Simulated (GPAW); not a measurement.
**Si/Co(0001) in an electric field**

Aim: the dipole that a field along the normal induces in Si/Co(0001).

Main program and level: GPAW 26.7.0; GPAW, PAW setups; slab in vacuum, relaxation, in the first sound run; inputs show where later runs differ.

## Step 1: Set-up

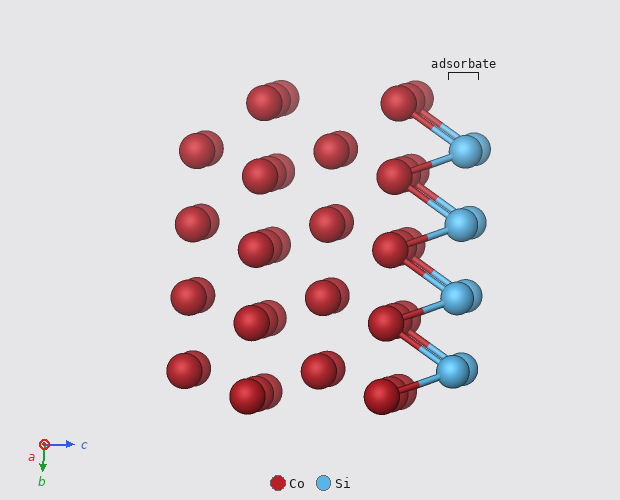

The cell as given, from the side, with the c axis across the page (cobalt red, silicon blue). 2×4×1 cells are drawn. Bonds to atoms that aren't drawn are left out. Some periodic images of atoms are drawn too.

The cell holds 5 atoms: 4 Co and 1 Si. Cell: a = 2.510 Å, b = 2.510 Å, c = 24.130 Å, α = 90.0°, β = 90.0°, γ = 60.0°. Vacuum lies along c.

Coordinates:

```cif
data_structure
_symmetry_space_group_name_H-M 'P 1'
_symmetry_Int_Tables_number 1
_cell_length_a 2.5100
_cell_length_b 2.5100
_cell_length_c 24.1298
_cell_angle_alpha 90.000
_cell_angle_beta 90.000
_cell_angle_gamma 60.000
_cell_volume 131.65
loop_
_atom_site_label
_atom_site_type_symbol
_atom_site_fract_x
_atom_site_fract_y
_atom_site_fract_z
_atom_site_occupancy
Co1 Co 0.66667 0.66667 0.33154 1
Co2 Co 0.00000 0.00000 0.41590 1
Co3 Co 0.66667 0.66667 0.50026 1
Co4 Co 0.00000 0.00000 0.58462 1
Si5 Si 0.66667 0.66667 0.66846 1
```

## Step 2: Relaxing the atoms

Forces are removed first; all later runs use this geometry. The lowest 2 atoms are held at bulk positions and keep their forces.

File run.py:

```python
import json
import numpy as np
from ase import Atoms
from ase.constraints import FixAtoms
from ase.optimize import BFGS
from gpaw import GPAW, PW

slab = Atoms(
    ['Co', 'Co', 'Co', 'Co', 'Si'],
    positions=[
        [2.51000, 1.44915, 8.00000],
        [0.00000, 0.00000, 10.03561],
        [2.51000, 1.44915, 12.07122],
        [0.00000, 0.00000, 14.10683],
        [2.51000, 1.44915, 16.12985]],
    cell=[[2.51, 0.0, 0.0], [1.255, 2.17372, 0.0], [0.0, 0.0, 24.12985]],
    pbc=[True, True, False],
    magmoms=[1.7, 1.7, 1.7, 1.7, 0.0])

slab.calc = GPAW(mode=PW(400), xc='PBE', kpts={'size': (14, 14, 1), 'gamma': True},
                 occupations={'name': 'fermi-dirac', 'width': 0.1}, nbands='200%',
                 convergence={'density': 1e-05}, maxiter=200,
                 poissonsolver={'dipolelayer': 'xy'},
                 symmetry={'tolerance': 1e-3, 'extra_ids': [1, 1, 0, 0, 0]}, txt='slab.txt')
result = {}
slab.set_constraint(FixAtoms([0, 1]))
path = []
opt = BFGS(slab, maxstep=0.2)
opt.attach(lambda: path.append((slab.get_potential_energy(), slab.positions.tolist(), slab.get_forces().tolist())))
result['relaxed'] = bool(opt.run(fmax=0.03, steps=40))
result['path'] = path
energy = slab.get_potential_energy()
fermi = slab.calc.get_fermi_level()
v = slab.calc.get_electrostatic_potential().mean((0, 1)) - fermi
n = slab.calc.get_pseudo_density().mean((0, 1))
L = slab.cell[2, 2]
z = np.arange(len(v)) * L / len(v)
low, high = slab.positions[:, 2].min(), slab.positions[:, 2].max()
below, above = np.interp([low - 5.8, high + 5.8], z, v)
slopes = [np.interp(x, z, np.gradient(v, z)) for x in (low - 5.8, high + 5.8)]
eps = np.array([[slab.calc.get_eigenvalues(k, s) for k in range(len(slab.calc.get_ibz_k_points()))]
                for s in range(slab.calc.get_number_of_spins())]) - fermi
top, bottom = eps[eps < 0].max(), eps[eps > 0].min()
dipole = slab.get_dipole_moment()[2]
print(f'energy {energy:.4f} eV, Fermi level {fermi:.4f} eV, dipole {dipole:.5f} e A')
print(f'potential 5.8 A off the faces, from the Fermi level: lower {below:.4f} eV, upper {above:.4f} eV')
print(f'slope of the potential there: lower {slopes[0]:.5f}, upper {slopes[1]:.5f} eV/A')
print(f'nearest levels on the mesh: {top:.4f} and {bottom:.4f} eV')
print('magnetic moment', round(slab.get_magnetic_moment(), 3))
result.update(energy=energy, fermi=fermi, dipole=dipole, below=below, above=above, slopes=slopes, edges=[top, bottom],
              z=z.tolist(), v=v.tolist(), n=n.tolist(), positions=slab.positions.tolist(),
              forces=slab.get_forces(apply_constraint=False).tolist(), moments=slab.get_magnetic_moments().tolist())
json.dump(result, open('result.json', 'w'))
```

On the command line:

```sh
OMP_NUM_THREADS=1 OPENBLAS_NUM_THREADS=1 python run.py
```

What it wrote:

```text
Step          Energy          fmax
BFGS:    0      -36.250705        0.326142
BFGS:    1      -36.252704        0.302866
BFGS:    2      -36.261855        0.094646
BFGS:    3      -36.262140        0.076023
BFGS:    4      -36.262582        0.074517
BFGS:    5      -36.264033        0.108206
BFGS:    6      -36.265691        0.107676
BFGS:    7      -36.267070        0.060703
BFGS:    8      -36.267483        0.016573
energy -36.1887 eV, Fermi level 1.8591 eV, dipole 0.01226 e A
potential 5.8 A off the faces, from the Fermi level: lower 5.0112 eV, upper 4.6074 eV
slope of the potential there: lower -0.00039, upper 0.00029 eV/A
nearest levels on the mesh: -0.0134 and 0.0048 eV
magnetic moment 6.062
```

The job ended after 36 min (1 thread of Arm Neoverse V1, shared host; peak memory 0.27 GiB).

Relaxation path:

```tsv
step	energy less that of the first step (eV)	largest force (eV/Å)
1	0.0000	0.3261
2	-0.0020	0.3029
3	-0.0120	0.0946
4	-0.0122	0.0760
5	-0.0126	0.0745
6	-0.0140	0.1082
7	-0.0157	0.1077
8	-0.0173	0.0607
9	-0.0179	0.0166
```

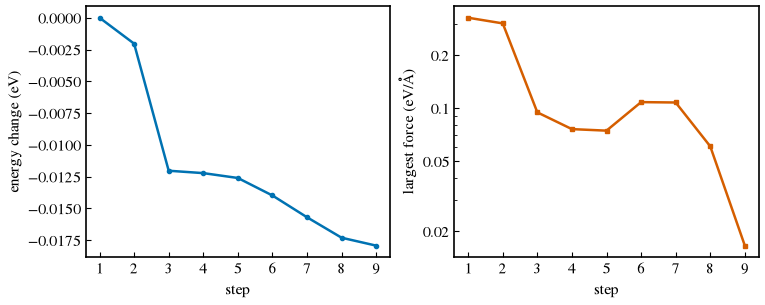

Energy and largest force along the relaxation.

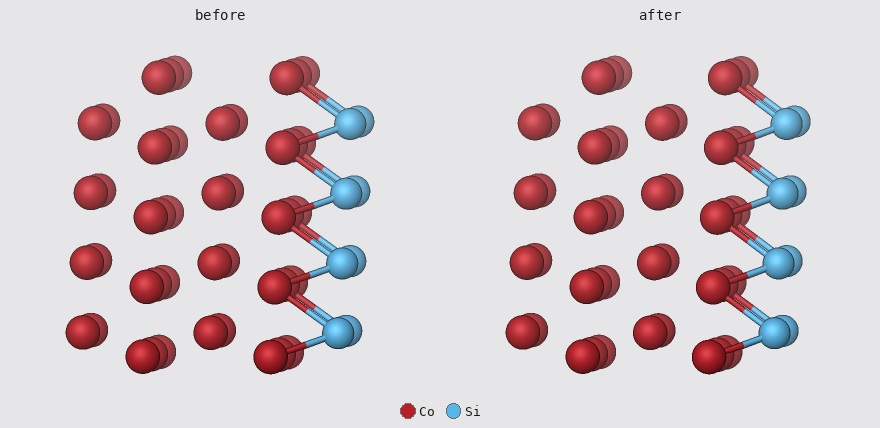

The structure before and after the relaxation, drawn at the same scale. Bonds to atoms that aren't drawn are left out.

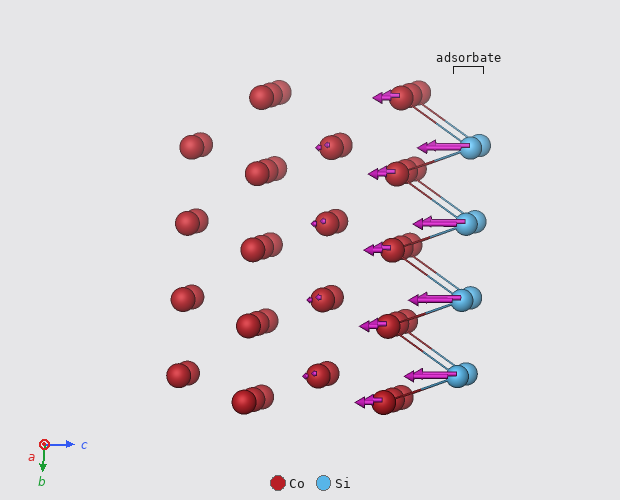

Displacements in the relaxation, exaggerated; the longest in the cell stands for 0.12 Å. Bonds to atoms that aren't drawn are left out. 2×4×1 cells are drawn. Some periodic images of atoms are drawn too.

The atoms that moved most (Å):

```tsv
atom	dx	dy	dz	length
Si5	0.000	0.000	-0.116	0.116
Co4	0.000	0.000	-0.050	0.050
Co3	0.000	0.000	-0.016	0.016
```

The relaxed structure:

```cif
data_structure
_symmetry_space_group_name_H-M 'P 1'
_symmetry_Int_Tables_number 1
_cell_length_a 2.5100
_cell_length_b 2.5100
_cell_length_c 24.1298
_cell_angle_alpha 90.000
_cell_angle_beta 90.000
_cell_angle_gamma 60.000
_cell_volume 131.65
loop_
_atom_site_label
_atom_site_type_symbol
_atom_site_fract_x
_atom_site_fract_y
_atom_site_fract_z
_atom_site_occupancy
Co1 Co 0.66667 0.66667 0.33154 1
Co2 Co 0.00000 0.00000 0.41590 1
Co3 Co 0.66667 0.66667 0.49961 1
Co4 Co 0.00000 0.00000 0.58254 1
Si5 Si 0.66667 0.66667 0.66366 1
```

Numbers from this step:

```
dipole along the normal                    : 0.01226 e·Å
levels nearest the Fermi level on the mesh : -0.01337, 0.004845 eV from the Fermi level
upper work function                        : 4.607 eV
lower work function                        : 5.011 eV
site moments                               : 1.808, 1.750, 1.711, 1.097, -0.03291 μB
sum of the site moments                    : 6.332 μB
```

The electrostatic potential energy of an electron (without an applied field's), less the Fermi level, planar mean oscillates, so the rows of the table below give means over windows of 1.94 Å about each position, cut where the curve ends. Its maxima inside the range that stand out by 2 % of the span (Å: eV): 9.0: -0.723, 11.1: -0.890, 13.0: -0.923, 15.0: -2.68. Its minima: 8.0: -23.7, 10.0: -23.9, 12.1: -23.8, 14.1: -23.5, 16.1: -24.7.

Table of electrostatic potential energy of an electron (without an applied field's), less the Fermi level, planar mean by z; means over each step:

```tsv
z (Å)	electrostatic potential energy of an electron (without an applied field's), less the Fermi level, planar mean (eV)
0.97	4.99
2.91	5.01
4.85	4.97
6.79	-0.254
8.73	-10.0
10.67	-10.4
12.61	-10.6
14.55	-11.7
16.49	-10.8
18.43	4.37
20.37	4.61
22.31	4.61
```

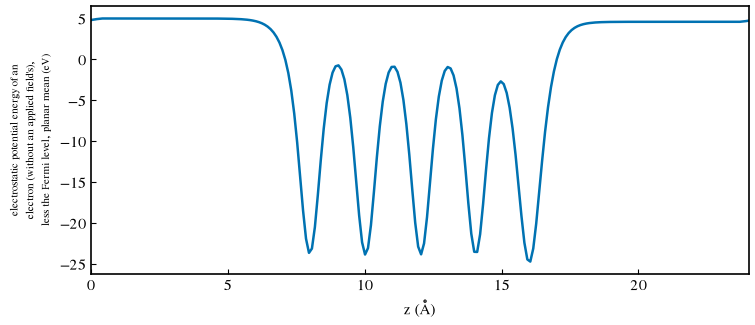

Electrostatic potential energy of an electron (without an applied field's), less the Fermi level, planar mean, plotted against z.

The pseudo valence density, planar mean oscillates, so the rows of the table below give means over windows of 1.94 Å about each position, cut where the curve ends. Its maxima inside the range that stand out by 2 % of the span (Å: e/Å³): 8.0: 1.80, 10.1: 1.71, 12.1: 1.80, 14.0: 1.77, 16.4: 0.355. Its minima: 9.0: 0.300, 11.0: 0.310, 13.1: 0.321, 15.9: 0.316.

Table of pseudo valence density, planar mean by z; means over each step:

```tsv
z (Å)	pseudo valence density, planar mean (e/Å³)
2.91	1.1e-5
4.85	0.00143
6.79	0.232
8.73	0.795
10.67	0.813
12.61	0.827
14.55	0.833
16.49	0.266
18.43	0.0112
20.37	4.1e-5
```

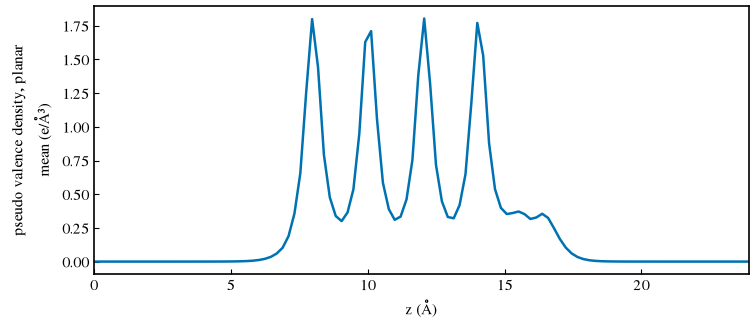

Pseudo valence density, planar mean, plotted against z.

Site moment by atom:

```tsv
atom	site moment (μB)
Co1	1.81
Co2	1.75
Co3	1.71
Co4	1.10
Si5	-0.03
```

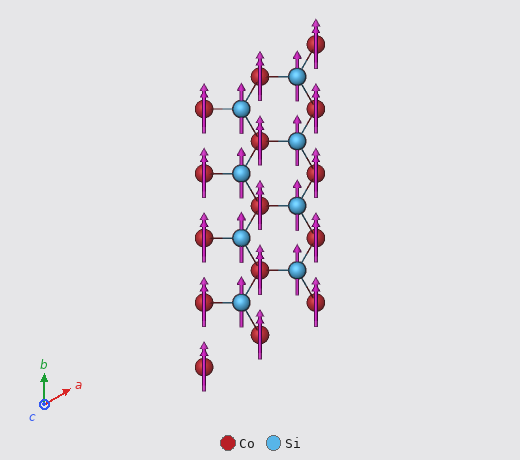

Site moment as arrows, the longest 1.81 μB. Up and down stand for the sign. Arrows give size and sign along the axis of quantisation, drawn up and down the page. Bonds to atoms that aren't drawn are left out. 2×4×1 cells are drawn. Some periodic images of atoms are drawn too.

The relaxation lowered the energy of the cell by 0.0179 eV (energies extrapolated to zero smearing; the optimiser's log prints free energies). The largest force left on a free atom is 0.017 eV/Å.

## Step 3: Plane waves, PBE

With the geometry fixed, the planar mean of the potential gives the vacuum level on each side.

This step: GPAW, PAW setups; slab in vacuum (GPAW 26.7.0).

run.py: that of step 2 with these lines changed.

```diff
@@ -3,4 +3,2 @@
 from ase import Atoms
-from ase.constraints import FixAtoms
-from ase.optimize import BFGS
 from gpaw import GPAW, PW
@@ -12,5 +10,5 @@
         [0.00000, 0.00000, 10.03561],
-        [2.51000, 1.44915, 12.07122],
-        [0.00000, 0.00000, 14.10683],
-        [2.51000, 1.44915, 16.12985]],
+        [2.51000, 1.44915, 12.05540],
+        [-0.00000, -0.00000, 14.05672],
+        [2.51000, 1.44915, 16.01396]],
     cell=[[2.51, 0.0, 0.0], [1.255, 2.17372, 0.0], [0.0, 0.0, 24.12985]],
@@ -23,10 +21,4 @@
                  poissonsolver={'dipolelayer': 'xy'},
-                 symmetry={'tolerance': 1e-3, 'extra_ids': [1, 1, 0, 0, 0]}, txt='slab.txt')
+                 symmetry={'tolerance': 1e-3}, txt='slab.txt')
 result = {}
-slab.set_constraint(FixAtoms([0, 1]))
-path = []
-opt = BFGS(slab, maxstep=0.2)
-opt.attach(lambda: path.append((slab.get_potential_energy(), slab.positions.tolist(), slab.get_forces().tolist())))
-result['relaxed'] = bool(opt.run(fmax=0.03, steps=40))
-result['path'] = path
 energy = slab.get_potential_energy()
```

What it wrote:

```text
energy -36.1887 eV, Fermi level 1.8590 eV, dipole 0.01227 e A
potential 5.8 A off the faces, from the Fermi level: lower 5.0112 eV, upper 4.6074 eV
slope of the potential there: lower -0.00039, upper 0.00029 eV/A
nearest levels on the mesh: -0.0134 and 0.0048 eV
magnetic moment 6.062
```

It took 5 min on 1 thread; peak memory 0.26 GiB.

Numbers from this step:

```yaml
dipole_along_the_normal: 0.01227 e·Å
levels_nearest_the_fermi_level_on_the_mesh: -0.01337, 0.004848 eV from the Fermi level
```

The electrostatic potential energy of an electron (without an applied field's), less the Fermi level, planar mean oscillates, so the rows of the table below give means over windows of 1.94 Å about each position, cut where the curve ends. Its maxima inside the range that stand out by 2 % of the span (Å: eV): 9.0: -0.723, 11.1: -0.890, 13.0: -0.923, 15.0: -2.68. Its minima: 8.0: -23.7, 10.0: -23.9, 12.1: -23.8, 14.1: -23.5, 16.1: -24.7.

Electrostatic potential energy of an electron (without an applied field's), less the Fermi level, planar mean against z; means over each step:

(Unchanged from step 2.)

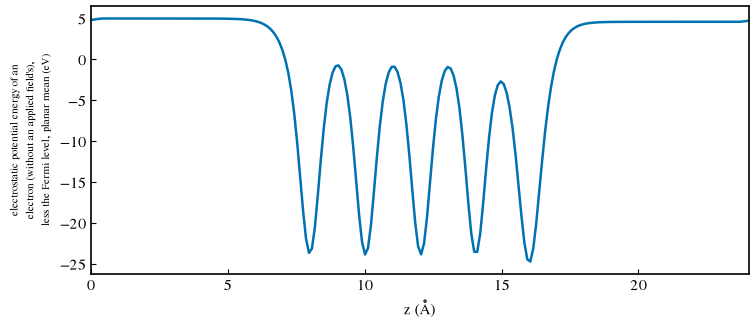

Electrostatic potential energy of an electron (without an applied field's), less the Fermi level, planar mean against z.

The pseudo valence density, planar mean oscillates, so the rows of the table below give means over windows of 1.94 Å about each position, cut where the curve ends. Its maxima inside the range that stand out by 2 % of the span (Å: e/Å³): 8.0: 1.80, 10.1: 1.71, 12.1: 1.80, 14.0: 1.77, 16.4: 0.355. Its minima: 9.0: 0.300, 11.0: 0.310, 13.1: 0.321, 15.9: 0.316.

Pseudo valence density, planar mean against z; means over each step:

```tsv
z (Å)	pseudo valence density, planar mean (e/Å³)
2.91	1.1e-5
4.85	0.00143
6.79	0.232
8.73	0.795
10.67	0.813
12.61	0.827
14.55	0.833
16.49	0.266
18.43	0.0112
20.37	4.1e-5
```

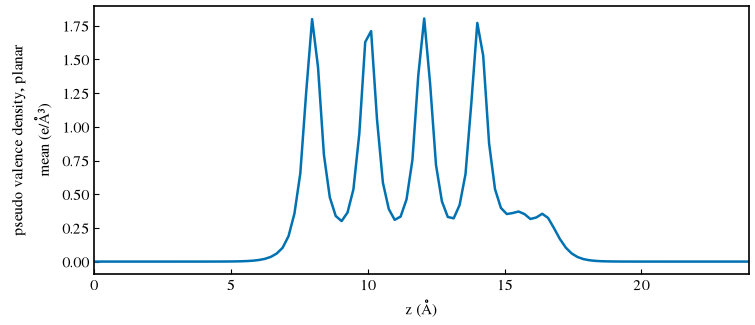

Pseudo valence density, planar mean against z.

Force by atom:

```tsv
atom	x (eV/Å)	y (eV/Å)	z (eV/Å)	size
Co1	0.000	0.000	0.343	0.343
Co2	0.000	0.000	-0.358	0.358
Co3	0.000	0.000	0.017	0.017
Co4	0.000	0.000	0.007	0.007
Si5	0.000	0.000	-0.010	0.010
```

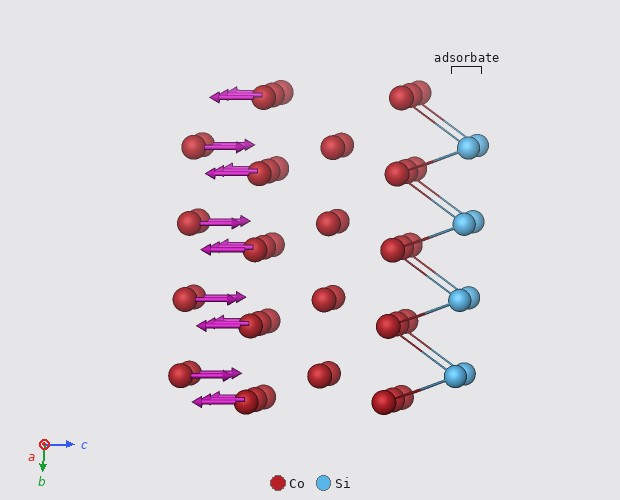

Force as arrows, the longest 0.358 eV/Å. Bonds to atoms that aren't drawn are left out. 2×4×1 cells are drawn. Some periodic images of atoms are drawn too.

The potential is flat to 3.9e-4 eV/Å where it is read, so the vacuum is wide enough.

## Step 4: Field on

A uniform field along the normal polarises the slab; the atoms stay fixed, so this is the electronic response alone.

run.py: that of step 3 with these lines changed.

```diff
@@ -4,2 +4,3 @@
 from gpaw import GPAW, PW
+from gpaw.external import ConstantElectricField
 
@@ -21,2 +22,3 @@
                  poissonsolver={'dipolelayer': 'xy'},
+                 external=ConstantElectricField(-0.2, [0, 0, 1]),
                  symmetry={'tolerance': 1e-3}, txt='slab.txt')
```

What it wrote:

```text
energy -36.1930 eV, Fermi level 1.8754 eV, dipole -0.05542 e A
potential 5.8 A off the faces, from the Fermi level: lower 3.8606 eV, upper 5.6988 eV
slope of the potential there: lower -0.00030, upper 0.00023 eV/A
nearest levels on the mesh: -0.0134 and 0.0044 eV
magnetic moment 6.068
```

Wall time 33 min (1 thread); peak memory 0.62 GiB.

This step gave:

```
dipole along the normal                                         : -0.05542 e·Å
levels nearest the Fermi level on the mesh                      : -0.01336, 0.004354 eV from the Fermi level
site moments                                                    : 1.808, 1.750, 1.711, 1.098, -0.03242 μB
sum of the site moments                                         : 6.335 μB
potential below the slab, the applied field's own ramp left out : 3.861 eV from the Fermi level
potential above the slab, the applied field's own ramp left out : 5.699 eV from the Fermi level
```

The electrostatic potential energy of an electron (without an applied field's), less the Fermi level, planar mean oscillates, so the rows of the table below give means over windows of 1.94 Å about each position, cut where the curve ends. Its maxima inside the range that stand out by 2 % of the span (Å: eV): 9.0: -1.33, 11.1: -1.08, 13.0: -0.729, 15.0: -2.10, 23.7: 5.70. Its minima: 8.0: -24.5, 10.0: -24.3, 12.1: -23.8, 14.0: -23.1, 16.1: -23.9.

Electrostatic potential energy of an electron (without an applied field's), less the Fermi level, planar mean against z; means over each step:

```tsv
z (Å)	electrostatic potential energy of an electron (without an applied field's), less the Fermi level, planar mean (eV)
0.97	3.95
2.91	3.86
4.85	3.83
6.79	-1.29
8.73	-10.7
10.67	-10.7
12.61	-10.5
14.55	-11.2
16.49	-9.92
18.43	5.44
20.37	5.70
22.31	5.70
```

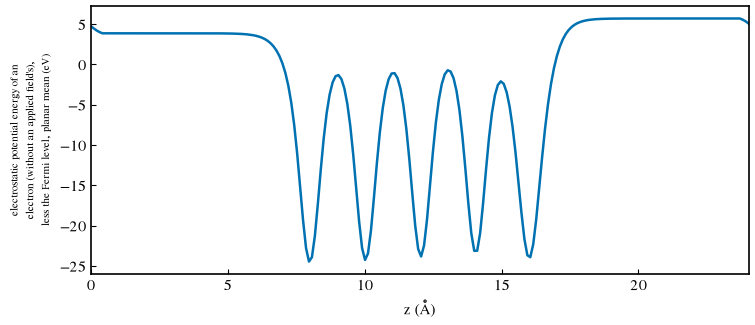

Electrostatic potential energy of an electron (without an applied field's), less the Fermi level, planar mean against z.

Site moment by atom:

```tsv
atom	site moment (μB)
Co1	1.81
Co2	1.75
Co3	1.71
Co4	1.10
Si5	-0.03
```

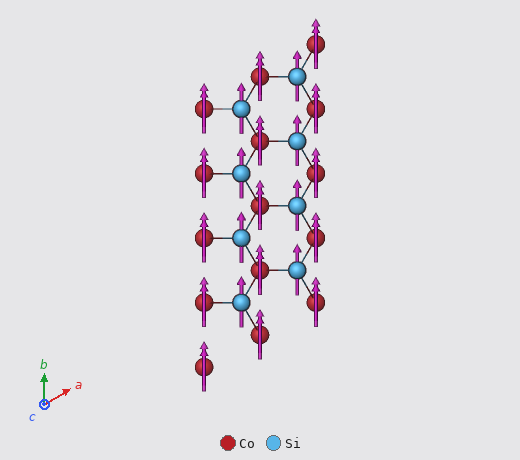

Site moment as arrows, the longest 1.81 μB. Up and down stand for the sign. Arrows give size and sign along the axis of quantisation, drawn up and down the page. Bonds to atoms that aren't drawn are left out. 2×4×1 cells are drawn. Some periodic images of atoms are drawn too.

Force by atom:

```tsv
atom	x (eV/Å)	y (eV/Å)	z (eV/Å)	size
Co1	0.000	0.000	0.346	0.346
Co2	0.000	0.000	-0.360	0.360
Co3	0.000	0.000	0.017	0.017
Co4	0.000	0.000	0.015	0.015
Si5	0.000	0.000	-0.018	0.018
```

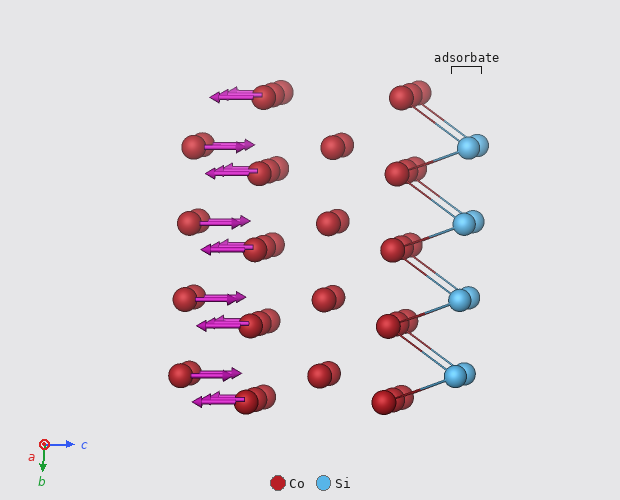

Force as arrows, the longest 0.360 eV/Å. Bonds to atoms that aren't drawn are left out. 2×4×1 cells are drawn. Some periodic images of atoms are drawn too.

The dipole is now -0.0554 e Å, against 0.012 in the run without a field.

(Continued in part 2 of 2.)

[Logs are printed without paths, hosts, clocks, repeated set-up lines and the standing remarks that a program may print on its own settings, such as how far it seeks lower states.]

[Hosts, paths, dates, database ids (printed as entryN), source tags and the programs' standing remarks are cut or masked in the printed files.]
